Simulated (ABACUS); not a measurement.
## Be: 7 runs along one coordinate

System: Be (P6₃/mmc, 2 atoms in the cell).
Method: Kohn-Sham DFT of a periodic cell, PBE, PseudoDojo NC SR 0.4.1 PBE standard, no spin polarisation (ABACUS 3.10.1).

The 7 runs differ only in the geometry, by an even scaling of the cell at fixed fractional positions. The structure derives from an entry of the Crystallography Open Database.

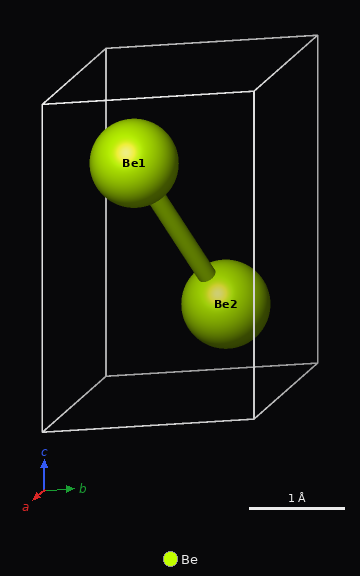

Figure 1. The structure of run 4 (ball-and-stick view of the cell of the calculation, seen slightly off an axis; atoms are numbered from 1 in the order of the input).

## The input of run 4
```
INPUT_PARAMETERS
suffix              Be
calculation         scf
basis_type          pw
pseudo_dir          ./
symmetry            1
dft_functional      pbe
ecutwfc             89
pseudo_rcut         10
nspin               1
nbands              8
ks_solver           dav
smearing_method     fd
smearing_sigma      0.00367493
scf_thr             1e-08
scf_nmax            100
mixing_type         broyden
mixing_beta         0.7
cal_force           1
cal_stress          1
kpar                4
```

## File STRU of run 4
```
ATOMIC_SPECIES
Be 9.0122 Be.upf

LATTICE_CONSTANT
1.8897261246

LATTICE_VECTORS
2.2853000000 0.0000000000 0.0000000000
-1.1426500000 1.9791278553 0.0000000000
0.0000000000 0.0000000000 3.5842000000

ATOMIC_POSITIONS
Direct

Be
0.0
2
0.6666666667 0.3333333333 0.7500000000 1 1 1
0.3333333333 0.6666666667 0.2500000000 1 1 1
```

## File KPT of run 4
```
K_POINTS
0
Gamma
13 13 8 0 0 0
```

Command:
```bash
OMP_NUM_THREADS=1 mpirun -np 4 abacus > log
```

Run 3 differs from it as follows:
```diff
-2.2853000000 0.0000000000 0.0000000000
--1.1426500000 1.9791278553 0.0000000000
-0.0000000000 0.0000000000 3.5842000000
+2.2699619540 0.0000000000 0.0000000000
+-1.1349809770 1.9658447178 0.0000000000
+0.0000000000 0.0000000000 3.5601442416
```

## Results, with one run withheld

| run | volume per atom (Å³) | free energy per atom, from the lowest run given (meV) | pressure (GPa) |
| --- | --- | --- | --- |
| 1 | 7.619 | 5.63 | 6.00 |
| 2 | 7.781 | 0.99 | 3.08 |
| 3 | 7.943 | ? | ? |
| 4 | 8.105 | 0.00 | −2.03 |
| 5 | 8.268 | 3.17 | −4.26 |
| 6 | 8.430 | 8.50 | −6.31 |
| 7 | 8.592 | 15.82 | −8.19 |

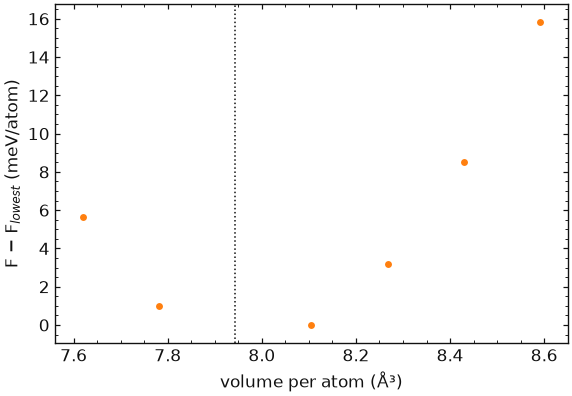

Figure 2. Free energy per atom of the runs given; the dotted line marks run 3.

Estimate the energy of run 3 from the others.

A cubic polynomial in V^(−2/3) (the Birch–Murnaghan form), fitted to the 6 runs given, misses them by at most 0.01 meV per atom. With x = V^(−2/3) − 0.24752 Å⁻², it reads F = 0.19345 − 678.84 x + 1.1159e+05 x² − 1.2763e+05 x³ (meV per atom). At run 3 it gives −0.80 meV per atom, and the run itself gives −0.80. The slope of the fit gives a pressure −dF/dV of 0.46 GPa there, and the run prints 0.41 GPa. The fit has its minimum at 7.972 Å³ per atom, where V d²F/dV² gives 124 GPa. Cell shape and fractional positions are held, so this is the stiffness under even scaling; the relaxed bulk modulus wasn't computed.

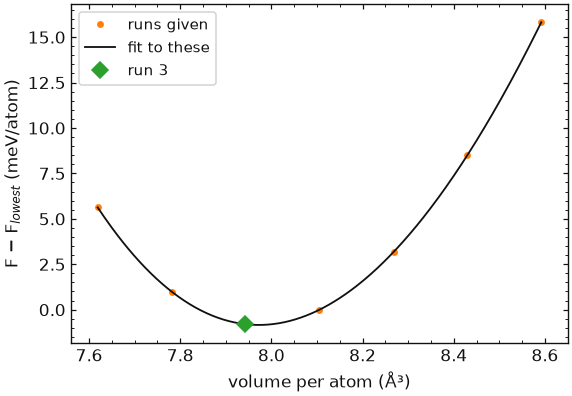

Figure 3. The fit and the withheld run.

## Some lines of the output (run 3)
```
[...]
                          Volume (Bohr^3) = 107.209
                             Volume (A^3) = 15.8867
 E_Fermi        0.6296179319         8.5663914373
 E_Fermi        0.6306773898         8.5808061014
 E_Fermi        0.6312327116         8.5883616413
 E_Fermi        0.6312717575         8.5888928891
 E_KS(sigma->0) -55.8190263053       -759.4568145646
 E_Fermi        0.6312679008         8.5888404154
 final etot is -759.45734109 eV
 EFERMI = 8.5888404154 eV
 TOTAL-PRESSURE: 4.146135 KBAR
 !FINAL_ETOT_IS -759.4573410879407902 eV
```
